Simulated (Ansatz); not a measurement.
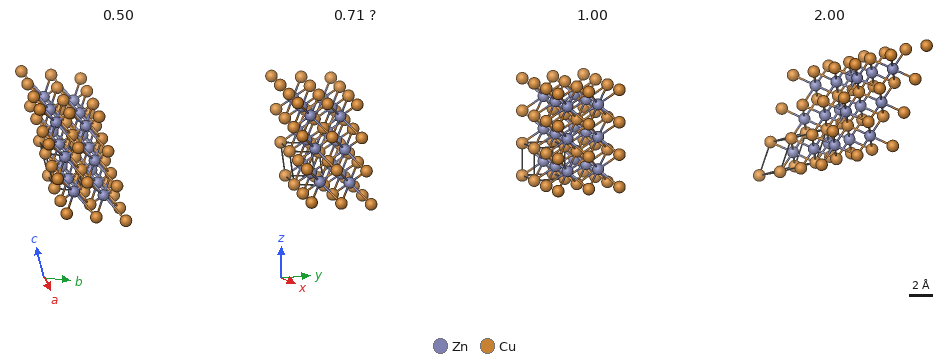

Solid ZnCu (Pm-3m): the ratio of the cell's length along [111] to its lengths across, counted as 1 for the reference, is changed at fixed volume (a trigonal path), with the atoms kept at their fractional coordinates. x, y and z are the Cartesian axes of the input. Style: ball-and-stick. Shown: the cell of the calculation, repeated 3 × 2 × 3 with one cell outlined, slightly off an axis.

Level of theory: DFT PBE, scalar-relativistic, plane waves, PAW in Ansatz. (plane-wave cutoff 420 eV; k-point mesh 18 × 18 × 18; occupations gaussian; smearing width 0.15 eV; no spin polarisation). Energies (free energies at the smearing named) are counted from the cell as listed in its source, which wasn't relaxed.

```json
{"axial ratio over its reference value": "0.50", "E − E(ref) (meV/atom)": "6545"}
{"axial ratio over its reference value": "0.60", "E − E(ref) (meV/atom)": "2698"}
{"axial ratio over its reference value": "0.71", "E − E(ref) (meV/atom)": "?"}
{"axial ratio over its reference value": "0.85", "E − E(ref) (meV/atom)": "165"}
{"axial ratio over its reference value": "0.93", "E − E(ref) (meV/atom)": "28"}
{"axial ratio over its reference value": "1.00", "E − E(ref) (meV/atom)": "0"}
{"axial ratio over its reference value": "1.08", "E − E(ref) (meV/atom)": "25"}
{"axial ratio over its reference value": "1.20", "E − E(ref) (meV/atom)": "115"}
{"axial ratio over its reference value": "1.41", "E − E(ref) (meV/atom)": "299"}
{"axial ratio over its reference value": "1.70", "E − E(ref) (meV/atom)": "475"}
{"axial ratio over its reference value": "2.00", "E − E(ref) (meV/atom)": "530"}
```

One row is withheld. What is its energy?

A straight line between the two neighbours gives 1583 meV/atom. A cubic through the four nearest rows (0.50, 0.60, 0.85, 0.93) gives, with Lagrange weights, (−0.2251)(6545) + (0.7840)(2698) + (0.7260)(165) + (−0.2849)(28) = 754 meV/atom. The calculation gives 966 meV/atom, so the cubic is 212 meV/atom too low and the straight line 617 meV/atom too high, as the curve bends upwards here.

The whole profile:

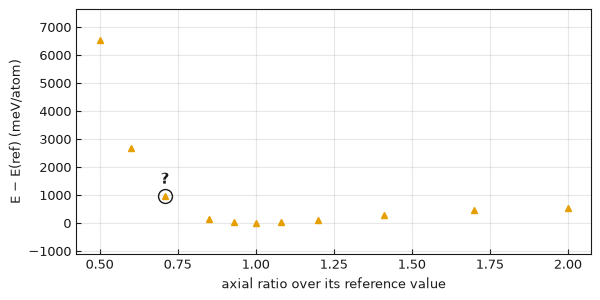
